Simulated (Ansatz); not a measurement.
## Geometry relaxation, with input and output: CdSe (part 1 of 2)

The run: geometry relaxation of CdSe (P6₃mc, 4 atoms in the cell). Method and program: DFT PBE, scalar-relativistic, plane waves, PAW, no spin polarisation (Ansatz 0.2.0).

The structure derives from an entry of the Crystallography Open Database. Figures and captions count atoms from 1; the log counts them from 0 in places.

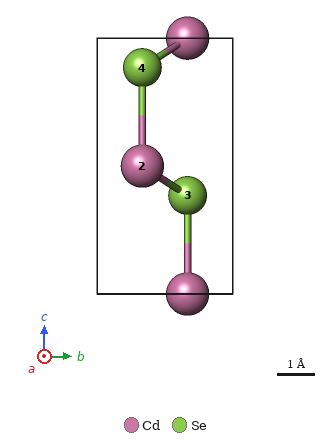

The structure as given in the input (ball-and-stick view of the cell of the calculation, along the a axis; atoms are numbered from 1 in the order of the input). Near neighbours in the crystal (not all of them lie inside the picture): Cd has 4 Se at 2.61 to 2.70 Å; Se has 4 Cd at 2.61 to 2.70 Å.

The input:
```yaml
crystal:
  lattice:
    - [4.3, 0.0, 0.0]
    - [-2.15, 3.7239092363, 0.0]
    - [0.0, 0.0, 7.02]
  atoms:
    - { symbol: Cd, position: [0.3333333333, 0.6666666667, 0.0] }
    - { symbol: Cd, position: [0.6666666667, 0.3333333333, 0.5] }
    - { symbol: Se, position: [0.3333333333, 0.6666666667, 0.385] }
    - { symbol: Se, position: [0.6666666667, 0.3333333333, 0.885] }
basis:
  ecutwfc: 420
kpoints:
  mp_grid: { grid: [9, 9, 4] }
hamiltonian:
  xc: pbe
scf:
  occupations: { method: gaussian, width: 0.02 }
output:
  forces: true
  stress: true
  eigenvalues: true
  write_density: true
  write_potential: true
  elf: true
  volumetric_format: npy
relax:
  adjacent_minimum: "off"
  f_tol: 0.005
  max_steps: 80
  cell: { stress_tol: 0.05 }
```

Run as:
```bash
ansatz run input.yaml --threads 2 --pin off --max-ram 5120MiB --backend cpu --events-out ev --progress --plain --runs-dir out
```

The program's output:
```
Engine: ansatz 0.2.0, aarch64-unknown-linux-gnu
Pseudopotentials: kind: paw
Pseudopotential: Cd, paw, valence charge 20, recommended cutoff 420 eV (normal), Cd.paw.azcp
Pseudopotential: Se, paw, valence charge 16, recommended cutoff 420 eV (normal), Se.paw.azcp
Functional definition: PBE
  parameter kappa = 0.804
  parameter beta = 0.06672455060314922
  exchange = pbe_x(kappa = kappa, mu = beta*pi^2/3)
  correlation = pbe_c(beta = beta)
Crystal: 4 atoms, lattice volume = 112.410 Å³
Basis set: ecut = 420 eV, 2189 PW (Γ), exchange–correlation on 60×60×96 points (8 copies of the dense FFT grid, shifted against one another)
Bands: 44, of which v1, the nominal top of the filled ones, is band 36 counted from 1 (35 counted from 0)
Symmetry: 12 space group operations
Space group: P63mc (ITA 186), of the structure as read, at distance tolerance 4.8e-5 Å
k-points: 36 of 324 (time reversal used)
Non-local potential: Cd, projectors of the file, l = 0: 3, l = 1: 2, l = 2: 2, l = 3: 1
Non-local potential: Se, projectors of the file, l = 0: 2, l = 1: 2, l = 2: 3, l = 3: 1
PAW form: soft (Blöchl's): semilocal exchange-correlation on the pseudo side does not see the compensation charge
PAW one-centre angular grid: Cd, 590 points (default); XC on 64 Gauss nodes
PAW one-centre angular grid: Se, 590 points (default); XC on 64 Gauss nodes
Initial density: superposition of atomic densities (neutral atoms: chi_scale 0, normalization atom), corrected by the library's trained network
Initial wavefunctions: pseudopotential atomic-orbital guess
Functional: x = pbe(κ = 0.804, μ = 0.2195149727645171), c = pbe(β = 0.06672455060314922)
SCF iter   1: F=—  HF=-27449.511020 eV  |F-HF|=—  |Δ(HF+E_count)|=         —  Δρ=9.02e-4  dr2=1.80e-3  ethr=1.77e-3  ⟨swp⟩=6.4  Hψ=5900  notcnv=0  defer=1
preconditioner: auto → Resta (q_TF=auto, 2.533 Å⁻¹)  ε∞=4.0  [insulator: Δε(μ)=0.690 eV  Ē_g=12.156 eV  σ=0.020 eV  W_gap=1.00  n_scr=34 (ndim 8)  ℏωp=21.0 eV  f_vac=0.201  D(μ)=0.00/eV (n_scr^D=0)  ε∞_Penn≈4.0]
SCF iter   2: F=—  HF=-27449.512129 eV  |F-HF|=—  |Δ(HF+E_count)|=   1.11e-3  Δρ=5.14e-4  dr2=5.35e-4  ethr=2.50e-6  ⟨swp⟩=2.0  Hψ=2677  notcnv=0  defer=100
SCF iter   3: F=—  HF=-27449.512167 eV  |F-HF|=—  |Δ(HF+E_count)|=   3.77e-5  Δρ=2.29e-4  dr2=4.35e-5  ethr=7.43e-7  ⟨swp⟩=2.0  Hψ=2254  notcnv=0  defer=100
SCF iter   4: F=—  HF=-27449.512223 eV  |F-HF|=—  |Δ(HF+E_count)|=   5.65e-5  Δρ=1.00e-4  dr2=1.19e-5  ethr=6.04e-8  ⟨swp⟩=2.5  Hψ=2677  notcnv=0  defer=100
SCF iter   5: F=—  HF=-27449.512239 eV  |F-HF|=—  |Δ(HF+E_count)|=   1.60e-5  Δρ=3.51e-5  dr2=2.17e-6  ethr=1.66e-8  ⟨swp⟩=2.0  Hψ=2091  notcnv=0  defer=100
SCF iter   6: F=—  HF=-27449.512241 eV  |F-HF|=—  |Δ(HF+E_count)|=   1.73e-6  Δρ=1.04e-5  dr2=1.13e-7  ethr=3.01e-9  ⟨swp⟩=2.0  Hψ=2127  notcnv=0  defer=100
SCF iter   7: F=-27449.512241 eV  HF=-27449.512241 eV  |F-HF|=8.67e-9  |Δ(HF+E_count)|=   2.61e-7  Δρ=5.27e-6  dr2=2.79e-8  ethr=1.39e-10  ⟨swp⟩=12.2  Hψ=10832  notcnv=0
SCF 1 converged in 7 iterations: F = -27449.512241 eV  dr2 = 2.79e-8
  greatest PAW one-centre occupation: 1.000 electrons in one spin orbital (limit 2), on the Cd atom at site 1 (counted from 0), in its partial waves of l = 0
relax step   1: F+E_penalty+E_count = -27449.51224118 eV  Δ(F+E_penalty+E_count) = +0.000e0 eV  max|allowed force component| = 2.813e-1 eV/Å  Δτ_max = 0.0000 Å  P = +3.011 GPa  Ω = 112.410 Å³  (7 SCF iters, dr2 threshold 1.00e-7 eV, accepted)
Crystal: 4 atoms, lattice volume = 120.999 Å³
Basis set: ecut = 420 eV, 2345 PW (Γ), exchange–correlation on 60×60×96 points (8 copies of the dense FFT grid, shifted against one another)
Initial density: handed on by an earlier stage of this run
Initial wavefunctions: those handed on with the density
iter 1 solved again at ethr=2.06e-5 eV; its pass at ethr=3.10e-3 eV (dr2=1.48e-2 eV) is discarded
SCF iter   1: F=—  HF=-27449.586642 eV  |F-HF|=—  |Δ(HF+E_count)|=         —  Δρ=3.49e-3  dr2=1.42e-2  ethr=2.06e-5  ⟨swp⟩=2.9  Hψ=8770  notcnv=0
preconditioner: auto → Resta (q_TF=auto, 2.502 Å⁻¹)  ε∞=3.9  [insulator: Δε(μ)=0.547 eV  Ē_g=11.806 eV  σ=0.020 eV  W_gap=1.00  n_scr=34 (ndim 8)  ℏωp=20.3 eV  f_vac=0.227  D(μ)=0.00/eV (n_scr^D=0)  ε∞_Penn≈3.9]
SCF iter   2: F=—  HF=-27449.582585 eV  |F-HF|=—  |Δ(HF+E_count)|=   4.06e-3  Δρ=1.72e-3  dr2=3.15e-3  ethr=1.97e-5  ⟨swp⟩=2.9  Hψ=2442  notcnv=0
SCF iter   3: F=—  HF=-27449.582033 eV  |F-HF|=—  |Δ(HF+E_count)|=   5.52e-4  Δρ=3.85e-4  dr2=3.15e-4  ethr=4.38e-6  ⟨swp⟩=2.0  Hψ=2736  notcnv=0
SCF iter   4: F=—  HF=-27449.582144 eV  |F-HF|=—  |Δ(HF+E_count)|=   1.11e-4  Δρ=1.83e-4  dr2=6.93e-5  ethr=4.37e-7  ⟨swp⟩=2.0  Hψ=2592  notcnv=0
SCF iter   5: F=—  HF=-27449.582180 eV  |F-HF|=—  |Δ(HF+E_count)|=   3.60e-5  Δρ=6.48e-5  dr2=6.59e-6  ethr=9.62e-8  ⟨swp⟩=2.0  Hψ=2592  notcnv=0
SCF iter   6: F=—  HF=-27449.582195 eV  |F-HF|=—  |Δ(HF+E_count)|=   1.49e-5  Δρ=3.29e-5  dr2=1.29e-6  ethr=9.15e-9  ⟨swp⟩=2.0  Hψ=2599  notcnv=0
SCF iter   7: F=-27449.582197 eV  HF=-27449.582197 eV  |F-HF|=3.34e-7  |Δ(HF+E_count)|=   1.87e-6  Δρ=7.71e-6  dr2=8.58e-8  ethr=5.56e-10  ⟨swp⟩=11.0  Hψ=13470  notcnv=0
SCF 2 converged in 7 iterations: F = -27449.582197 eV  dr2 = 8.58e-8
relax step   2: F+E_penalty+E_count = -27449.58219719 eV  Δ(F+E_penalty+E_count) = -6.996e-2 eV  max|allowed force component| = 4.361e-2 eV/Å  Δτ_max = 0.0244 Å  P = -0.692 GPa  Ω = 120.999 Å³  energy of the carried Pulay correction = -1.754e-3 eV  (7 SCF iters, dr2 threshold 4.00e-7 eV, accepted)
Crystal: 4 atoms, lattice volume = 119.381 Å³
Basis set: ecut = 420 eV, 2333 PW (Γ), exchange–correlation on 60×60×96 points (8 copies of the dense FFT grid, shifted against one another)
iter 1 solved again at ethr=7.21e-7 eV; its pass at ethr=3.10e-3 eV (dr2=5.19e-4 eV) is discarded
SCF iter   1: F=—  HF=-27449.587369 eV  |F-HF|=—  |Δ(HF+E_count)|=         —  Δρ=6.82e-4  dr2=5.26e-4  ethr=7.21e-7  ⟨swp⟩=2.8  Hψ=8206  notcnv=0
preconditioner: auto → Resta (q_TF=auto, 2.508 Å⁻¹)  ε∞=3.9  [insulator: Δε(μ)=0.535 eV  Ē_g=11.892 eV  σ=0.020 eV  W_gap=1.00  n_scr=34 (ndim 8)  ℏωp=20.4 eV  f_vac=0.216  D(μ)=0.00/eV (n_scr^D=0)  ε∞_Penn≈3.9]
SCF iter   2: F=—  HF=-27449.587215 eV  |F-HF|=—  |Δ(HF+E_count)|=   1.54e-4  Δρ=3.33e-4  dr2=1.09e-4  ethr=7.21e-7  ⟨swp⟩=2.8  Hψ=2188  notcnv=0
SCF iter   3: F=—  HF=-27449.587197 eV  |F-HF|=—  |Δ(HF+E_count)|=   1.79e-5  Δρ=7.66e-5  dr2=1.12e-5  ethr=1.51e-7  ⟨swp⟩=2.0  Hψ=2448  notcnv=0
SCF iter   4: F=—  HF=-27449.587199 eV  |F-HF|=—  |Δ(HF+E_count)|=   1.99e-6  Δρ=3.32e-5  dr2=2.39e-6  ethr=1.56e-8  ⟨swp⟩=2.0  Hψ=2592  notcnv=0
SCF iter   5: F=-27449.587201 eV  HF=-27449.587200 eV  |F-HF|=4.07e-7  |Δ(HF+E_count)|=   1.13e-6  Δρ=1.21e-5  dr2=2.12e-7  ethr=5.56e-10  ⟨swp⟩=6.4  Hψ=10844  notcnv=0
SCF 3 converged in 5 iterations: F = -27449.587201 eV  dr2 = 2.12e-7
relax step   3: F+E_penalty+E_count = -27449.58720063 eV  Δ(F+E_penalty+E_count) = -5.003e-3 eV  max|allowed force component| = 2.068e-2 eV/Å  Δτ_max = 0.0050 Å  P = -0.123 GPa  Ω = 119.381 Å³  energy of the carried Pulay correction = -1.440e-3 eV  (5 SCF iters, dr2 threshold 4.00e-7 eV, accepted)
Crystal: 4 atoms, lattice volume = 119.024 Å³
iter 1 solved again at ethr=1.82e-7 eV; its pass at ethr=3.10e-3 eV (dr2=1.31e-4 eV) is discarded
SCF iter   1: F=—  HF=-27449.587557 eV  |F-HF|=—  |Δ(HF+E_count)|=         —  Δρ=3.60e-4  dr2=1.10e-4  ethr=1.82e-7  ⟨swp⟩=2.0  Hψ=7007  notcnv=0
preconditioner: auto → Resta (q_TF=auto, 2.509 Å⁻¹)  ε∞=3.9  [insulator: Δε(μ)=0.541 eV  Ē_g=11.900 eV  σ=0.020 eV  W_gap=1.00  n_scr=34 (ndim 8)  ℏωp=20.4 eV  f_vac=0.216  D(μ)=0.00/eV (n_scr^D=0)  ε∞_Penn≈3.9]
SCF iter   2: F=—  HF=-27449.587526 eV  |F-HF|=—  |Δ(HF+E_count)|=   3.08e-5  Δρ=1.63e-4  dr2=2.12e-5  ethr=1.53e-7  ⟨swp⟩=2.6  Hψ=2223  notcnv=0
SCF iter   3: F=—  HF=-27449.587517 eV  |F-HF|=—  |Δ(HF+E_count)|=   9.71e-6  Δρ=3.04e-5  dr2=1.49e-6  ethr=2.95e-8  ⟨swp⟩=2.0  Hψ=2592  notcnv=0
SCF iter   4: F=—  HF=-27449.587518 eV  |F-HF|=—  |Δ(HF+E_count)|=   8.27e-7  Δρ=1.44e-5  dr2=3.36e-7  ethr=2.07e-9  ⟨swp⟩=2.0  Hψ=2592  notcnv=0
SCF iter   5: F=-27449.587518 eV  HF=-27449.587518 eV  |F-HF|=6.61e-8  |Δ(HF+E_count)|=   7.37e-8  Δρ=4.40e-6  dr2=3.08e-8  ethr=1.16e-10  ⟨swp⟩=9.0  Hψ=11067  notcnv=0
SCF 4 converged in 5 iterations: F = -27449.587518 eV  dr2 = 3.08e-8
  Residual-converged pass: ⟨swp⟩=1.0  Hψ=1729  notcnv=0  max |occ|·‖R‖ = 7.0e-9 eV (tolerance 1.0e-8 eV)  dr2=3.08e-8  dr2_onsite=5.38e-9  max |Δocc| = 4.2e-91
relax step   4: F+E_penalty+E_count = -27449.58751769 eV  Δ(F+E_penalty+E_count) = -3.171e-4 eV  max|allowed force component| = 2.319e-3 eV/Å  Δτ_max = 0.0030 Å  P = +0.007 GPa  Ω = 119.024 Å³  energy of the carried Pulay correction = -1.369e-3 eV  (5 SCF iters, dr2 threshold 8.35e-8 eV, accepted)
Initial wavefunctions: pseudopotential atomic-orbital guess (no wavefunctions were taken with the density)
iter 1 solved again at ethr=1.33e-7 eV; its pass at ethr=3.10e-3 eV (dr2=9.58e-5 eV) is discarded
SCF iter   1: F=—  HF=-27449.572913 eV  |F-HF|=—  |Δ(HF+E_count)|=         —  Δρ=6.33e-4  dr2=1.74e-5  ethr=1.33e-7  ⟨swp⟩=3.0  Hψ=9997  notcnv=0
preconditioner: auto → Resta (q_TF=auto, 2.509 Å⁻¹)  ε∞=3.9  [insulator: Δε(μ)=0.546 eV  Ē_g=11.902 eV  σ=0.020 eV  W_gap=1.00  n_scr=34 (ndim 8)  ℏωp=20.4 eV  f_vac=0.216  D(μ)=0.00/eV (n_scr^D=0)  ε∞_Penn≈3.9]
SCF iter   2: F=—  HF=-27449.584278 eV  |F-HF|=—  |Δ(HF+E_count)|=   1.14e-2  Δρ=3.19e-4  dr2=3.24e-6  ethr=2.42e-8  ⟨swp⟩=2.0  Hψ=2474  notcnv=0
SCF iter   3: F=—  HF=-27449.588603 eV  |F-HF|=—  |Δ(HF+E_count)|=   4.32e-3  Δρ=6.11e-5  dr2=2.35e-7  ethr=4.51e-9  ⟨swp⟩=3.2  Hψ=3345  notcnv=0
SCF iter   4: F=—  HF=-27449.588761 eV  |F-HF|=—  |Δ(HF+E_count)|=   1.58e-4  Δρ=1.10e-5  dr2=5.04e-8  ethr=3.26e-10  ⟨swp⟩=2.0  Hψ=2592  notcnv=0
SCF iter   5: F=—  HF=-27449.588765 eV  |F-HF|=—  |Δ(HF+E_count)|=   4.48e-6  Δρ=2.19e-6  dr2=1.06e-8  ethr=7.00e-11  ⟨swp⟩=2.0  Hψ=2592  notcnv=0
SCF iter   6: F=—  HF=-27449.588765 eV  |F-HF|=—  |Δ(HF+E_count)|=   4.85e-8  Δρ=5.28e-7  dr2=6.95e-10  ethr=1.47e-11  ⟨swp⟩=2.0  Hψ=2202  notcnv=0
SCF iter   7: F=-27449.588765 eV  HF=-27449.588765 eV  |F-HF|=7.28e-11  |Δ(HF+E_count)|=   1.40e-9  Δρ=1.07e-7  dr2=1.19e-11  ethr=1.00e-12  ⟨swp⟩=4.0  Hψ=7532  notcnv=0
SCF 5 converged in 7 iterations: F = -27449.588765 eV  dr2 = 1.19e-11
relax step   5: F+E_penalty+E_count = -27449.58876536 eV  Δ(F+E_penalty+E_count) = -1.248e-3 eV  max|allowed force component| = 2.317e-3 eV/Å  Δτ_max = 0.0000 Å  P = -0.000 GPa  Ω = 119.024 Å³  stress off target by 1.46e-2 GPa  SCF on the basis re-selected at this cell (its energy is not comparable with the rows above)  (7 SCF iters)
```

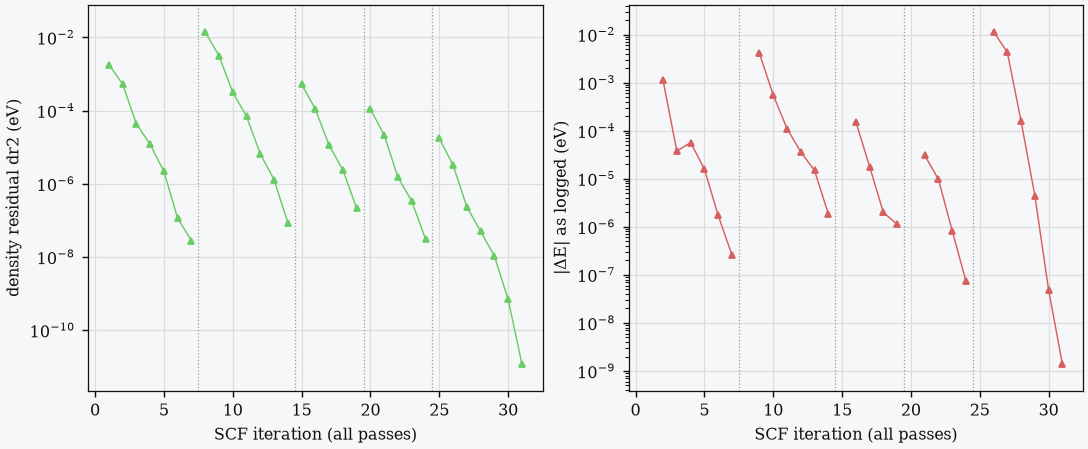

Convergence of the self-consistent field: density residual dr2 and size of the energy change against the SCF iteration. The dotted lines part the SCF passes of the relaxation: geometry steps, rejected trials and re-solves on a re-selected basis. The 5 passes take 5 to 7 iterations each, 31 in all.

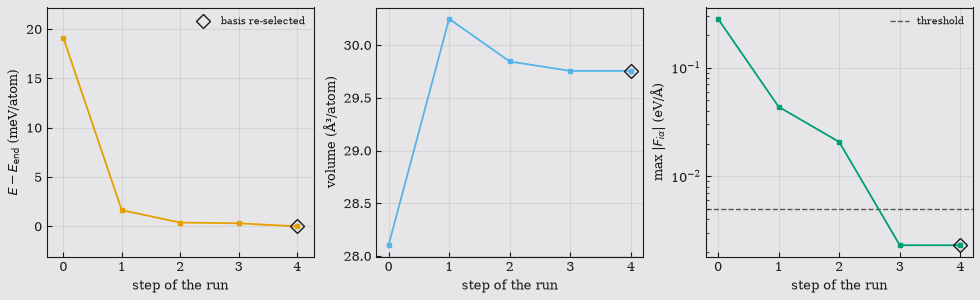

Progress of the relaxation, step by step (the first geometry is step 0 here and step 1 in the log).
